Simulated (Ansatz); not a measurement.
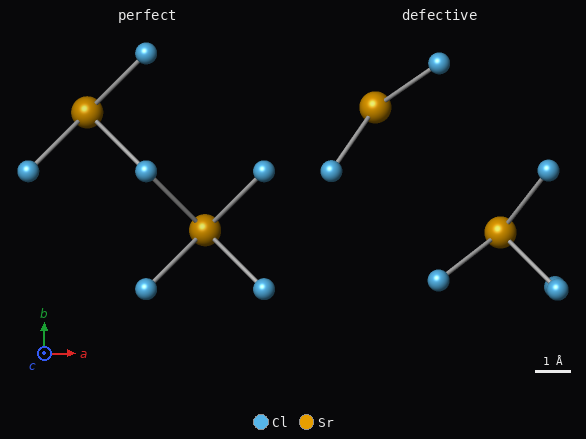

Left: perfect SrCl$_{2}$. Right: the same region with a pair of point defects, after relaxing the atoms in a supercell of 96 sites. The picture is a ball-and-stick view of the atoms within 4.6 Å of one point, in a slice 5.0 Å thick across the line of sight, seen along the c axis.

The calculation used DFT, PBEsol, PAW, plane waves in Ansatz 0.2.0. (plane-wave cutoff 420 eV; k-point mesh 1 × 1 × 1; mesh shifted by (0.25, 0.25, 0.25); no spin polarisation) Fermi-Dirac smearing of 0.01 eV. The axes drawn are those of the host's conventional cell.

What kind of defect was made?

Answer. A chlorine atom is replaced by strontium and a strontium atom is replaced by chlorine, the two sites 3.0 Å apart.

The charge state of the cell is 0.

What does the relaxation do around it?

Answer. In the host the Cl atom has 4 Sr at 2.99 Å, 6 Cl at 3.45 Å; the Sr atom ends with 7 Cl at 2.77 to 2.96 Å. In the host the Sr atom has 8 Cl at 2.99 Å; the Cl atom ends with 4 Sr at 2.77 to 2.96 Å, 1 Cl at 3.13 Å. Of the host's atoms, a chlorine atom moves furthest from its site, by 3.02 Å. The Sr atom itself moves 3.11 Å from where it was put. The Cl atom itself moves 2.88 Å from where it was put.
